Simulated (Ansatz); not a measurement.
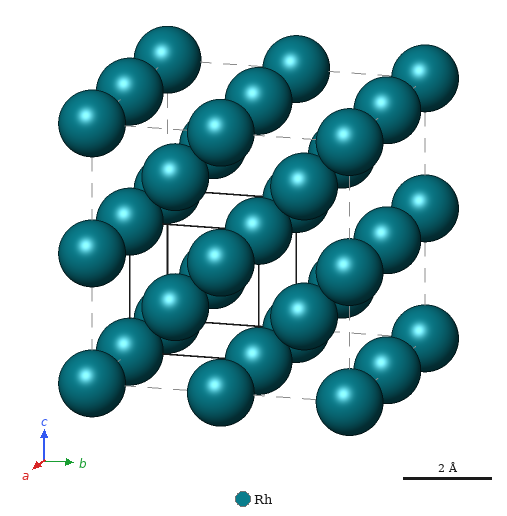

Spheres-only representation of a periodic structure, projected slightly off an axis. A block of 2×2×2 cells is shown, with one conventional unit cell in solid outline.

Rh, space group Im-3m (No. 229), a = 3.07 Å, b = 3.07 Å, c = 3.07 Å, α = 90.00°, β = 90.00°, γ = 90.00°.

All computed values are from Ansatz 0.2.0, DFT PBE, scalar-relativistic, plane waves, PAW. Settings: a cutoff energy of 420 eV, k-points about 0.14 Å⁻¹ apart, Gaussian smearing of 0.05 eV, no spin polarisation.

**Metal or not?**

A metal: bands cross the Fermi level.

**Under what pressure is the structure?**

The computed pressure is -0.1 GPa, close to zero.

The initial geometry was a structure type filled with this element by a generator (whether the element takes this form wasn't checked). Earlier steps of the study may have refined or changed the cell and positions. It went into a calculation with Ansatz.
